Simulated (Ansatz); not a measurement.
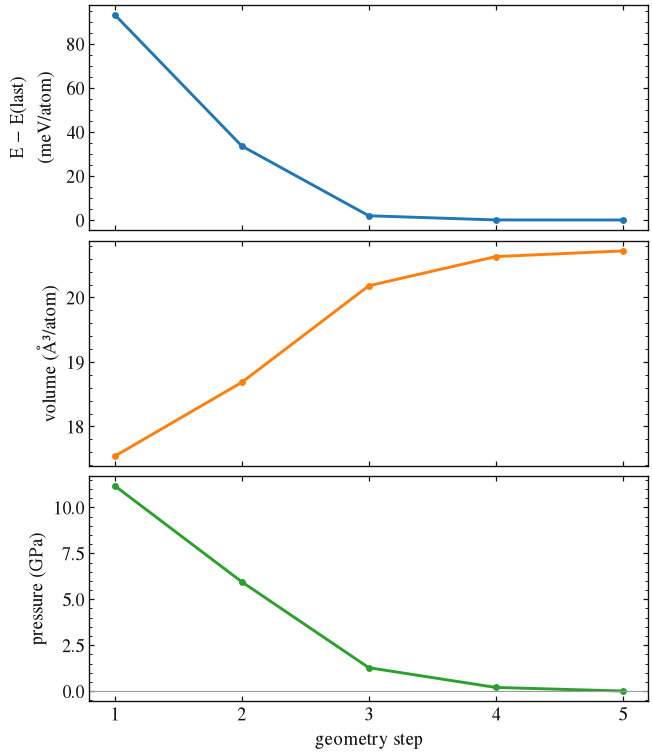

History of a geometry optimisation. Atoms and cell relax. A closing SCF on a freshly chosen basis isn't drawn.

```
crystal:
  lattice:
    - [0.0, 2.5982368193, 2.5982368193]
    - [2.5982368193, 0.0, 2.5982368193]
    - [2.5982368193, 2.5982368193, 0.0]
  atoms:
    - { symbol: Cu, position: [0.0, 0.0, 0.0] }
    - { symbol: Cl, position: [0.25, 0.25, 0.25] }
kpoints:
  mp_grid: { grid: [12, 12, 12] }
scf:
  occupations: { method: fermi_dirac, width: 0.05 }
hamiltonian:
  xc: pbe
  pseudopotentials: { kind: paw }
  hubbard: { sites: [{ species: Cu, l: d, u_eff: 6.0 }], double_counting: fll }
output:
  forces: true
  stress: true
relax:
  f_tol: 0.005
  max_steps: 80
  cell: {}
```

Command:
```bash
ansatz run input.yaml --threads 1 --pin off --max-ram 2048MiB --backend cpu --events-out ev --progress --plain --runs-dir out
```

Question: How did the optimisation end?

Answer: The optimisation met its thresholds at geometry 5, counting the start as the first. The energy fell by about 93 meV/atom from the first step to the last. All forces vanish by symmetry, so only the cell moves.

Question: What happens to the cell?

Answer: The volume grows from 17.5 to 20.7 Å³ per atom (+18 %), as the pressure goes from 11 GPa to about 0 GPa. The start was compressed.
